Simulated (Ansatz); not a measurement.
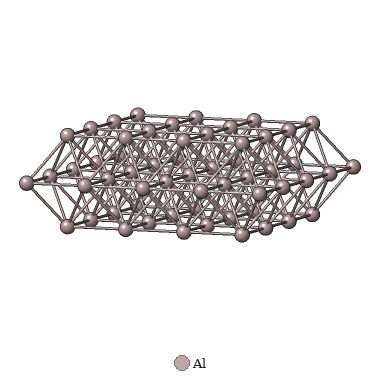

The system is N₂ on an Al(100) slab cut from the Fm-3m phase, its upper half relaxed before the scan (12 atoms of substrate and one adsorbate in a 2 × 2 cell); the picture shows it without the atoms that are moved over the map. 
- N2 lies flat over one site of a rigid substrate while its bond length and height are varied; it sits over a hollow of the top layer over the deeper atom Al8, heights counted from the top plane, its axis along the first surface vector.
- First axis: distance N13-N14. Second axis: height of the N2 axis above the plane of Al9.
- The scan uses an 8 × 8 grid. At 15 points there is no value (left out: too close to the surface, or the stretched molecule far from it).
- Points are written as (first, second).
- All energies are given in eV relative to the lowest grid point.
- Method: DFT PBE, scalar-relativistic, plane waves, PAW (Ansatz). Settings: cutoff 420 eV, k-mesh 5×5×1, gaussian smearing 0.1 eV, no spin polarisation.

Range: distance N13-N14 from 1.000 to 3.000 Å; height of the N2 axis above the plane of Al9 from 0.80 to 3.60 Å.

Predict the map.

The lowest grid point is at (1.100 Å, 3.60 Å). It lies at the edge of the scanned range, so the true minimum may lie outside. There is a further well near (1.269 Å, 1.12 Å) (0.75 eV above the lowest at that grid point). The highest grid point, (1.845 Å, 2.08 Å), lies 6.00 eV above the lowest.

| second ↓, first → | 1.000 | 1.100 | 1.269 | 1.531 | 1.845 | 2.199 | 2.585 | 3.000 |
| --- | --- | --- | --- | --- | --- | --- | --- | --- |
| 3.60 | 0.95 | 0.00 | 1.32 | 5.10 | – | – | – | – |
| 3.00 | 1.11 | 0.14 | 1.38 | 4.96 | – | – | – | – |
| 2.60 | 1.41 | 0.39 | 1.49 | 4.76 | – | – | – | – |
| 2.08 | 2.26 | 1.06 | 1.66 | 3.97 | 6.00 | – | – | – |
| 1.76 | 3.06 | 1.55 | 1.53 | 2.96 | 4.22 | 4.99 | 5.45 | 5.52 |
| 1.44 | 3.85 | 1.88 | 1.12 | 1.70 | 2.45 | 2.99 | 3.22 | 3.25 |
| 1.12 | 4.56 | 2.13 | 0.75 | 0.79 | 1.41 | 1.92 | 2.11 | 2.13 |
| 0.80 | 5.54 | 2.76 | 1.03 | 1.07 | 2.07 | 2.89 | 3.21 | 3.25 |

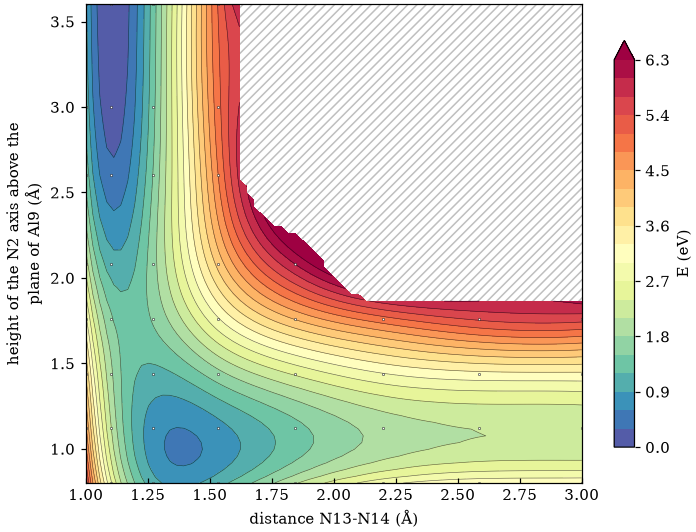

In the figure: filled contours, dots at the grid points, one colour for all values above the top of the scale, hatched blanks where no value was computed. Between grid points the surface is interpolated.

Each point was launched as `ansatz run input.yaml --threads 4 --pin off --max-ram 12288MiB --backend cpu --events-out ev --progress --plain --runs-dir out`. Time for the 49 points that were run: 4 min on 4 threads of Intel(R) Xeon(R) Platinum 8175M CPU @ 2.50GHz (Skylake/Cascade Lake), with other jobs on the host.
